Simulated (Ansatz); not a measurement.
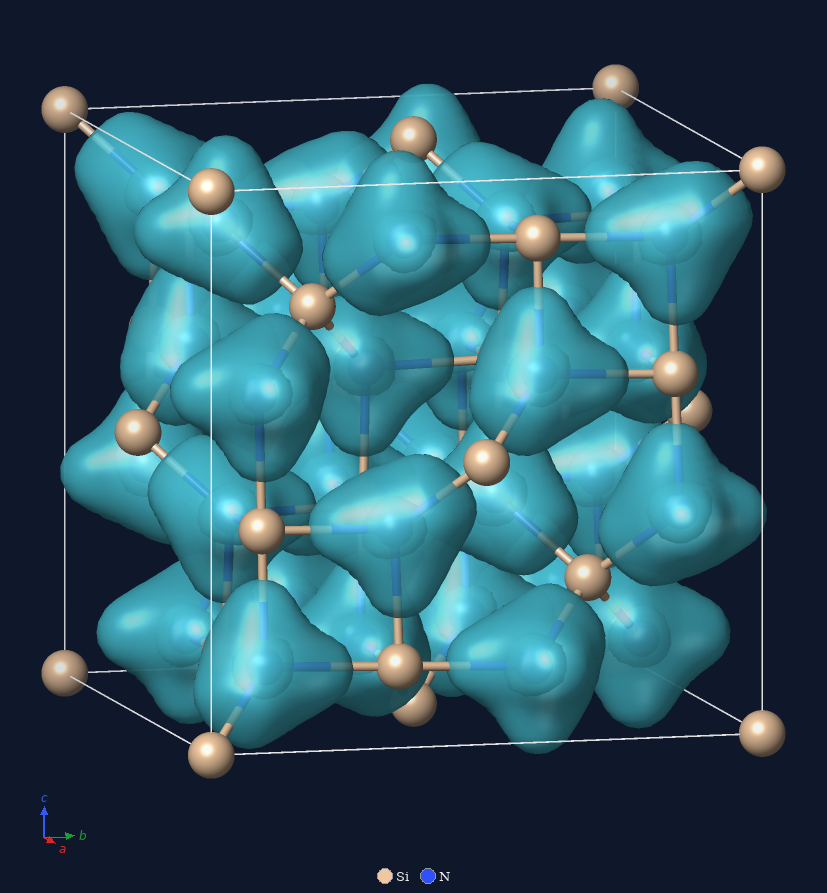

Si3N4. Isosurface of the electron localisation function at 0.65 (cyan), seen slightly off an axis. Core shells and regions of very low density are left out. Sticks mark near contacts.

Space group Fd-3m; computed pressure about 14 GPa in this cell.

All numbers below come from DFT, PBE, plane-wave PAW, default files, scalar-relativistic, frozen cores in Ansatz.

Core electrons are frozen (PAW), and the valence fields are smoothed inside the atomic spheres.

Identify the bonds, lone pairs and shells in this picture.

The ELF exceeds this value in 32 regions on N in which the atom's valence shell and bonds are merged, counted in one cell of 56 atoms. Any copies at cell faces, edges or corners count once. Profiles from the grid: Si–N (1.76 Å): the ELF peaks at about 0.90 between the atoms; a polar covalent bond. Si–N (1.87 Å): the ELF peaks at about 0.90 between the atoms.

Does the calculation make it a metal, or give it a gap?

It is gapped, with a Kohn–Sham gap of 3.5 eV on the k-point mesh, an upper bound to the gap of this method.
